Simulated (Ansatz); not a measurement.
Cell and atoms:

```
CELL_PARAMETERS angstrom
3.29453 0.00000 0.00000
-1.64727 2.85315 0.00000
0.00000 0.00000 5.25354
ATOMIC_POSITIONS crystal
Co 0.33333 0.66667 0.00950
Co 0.66667 0.33333 0.50950
O 0.33333 0.66667 0.36551
O 0.66667 0.33333 0.86551
```

### Describe what this structure looks like.

The material is CoO. Space group P6_3mc (No. 186), lattice primitive hexagonal. The structure is of the kind named wurtzite. One cell contains 2 Co, 2 O, 4 atoms in all. The coordination shell of Co holds four O in a distorted tetrahedral arrangement at 1.87 to 2.05 Å. The O atoms are each bonded to four Co in a distorted tetrahedral arrangement at 1.87 to 2.05 Å. The bonds build a three-dimensional framework.

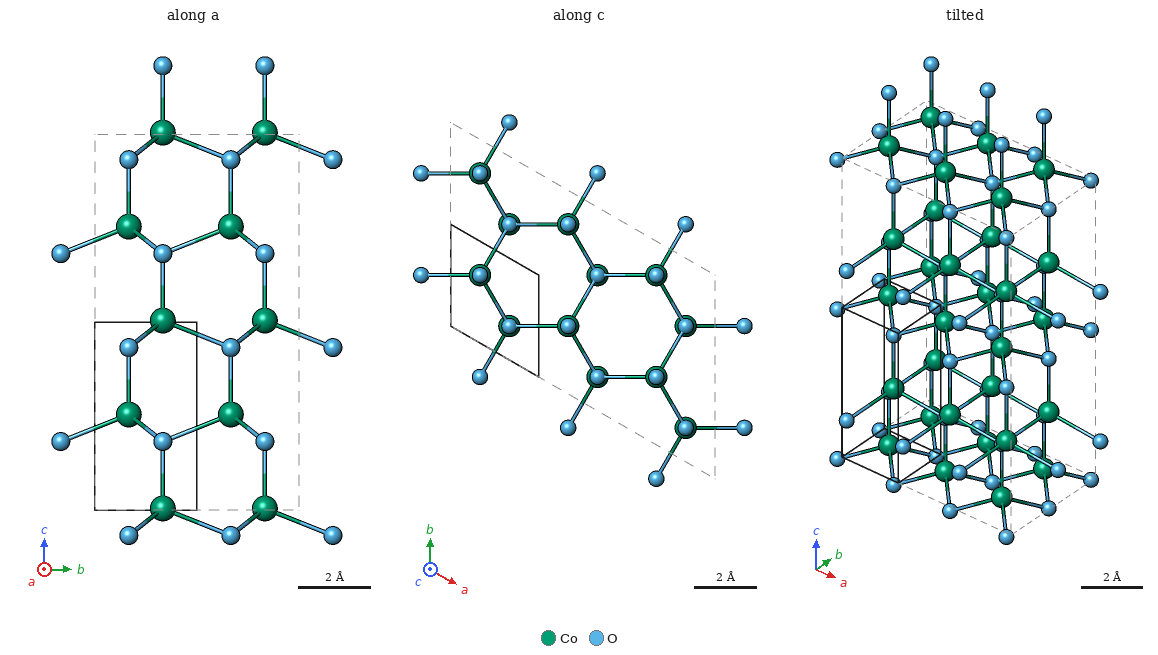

The image is a ball-and-stick drawing of a crystal, viewed along the a axis, along the c axis and slightly off an axis. A 3×2×2 array of cells is drawn; the conventional unit cell has the solid edges. A few atoms beyond the faces are included. Colours: cobalt teal, oxygen blue.

Origin of the cell: a structure listed in the Materials Project. The cell was then strained or its atoms displaced on purpose. A calculation with Ansatz used it as input.

At this level of theory the cell isn't at rest (stretched, at -15 GPa), so its distances can differ from those at equilibrium, the more so the softer the solid.
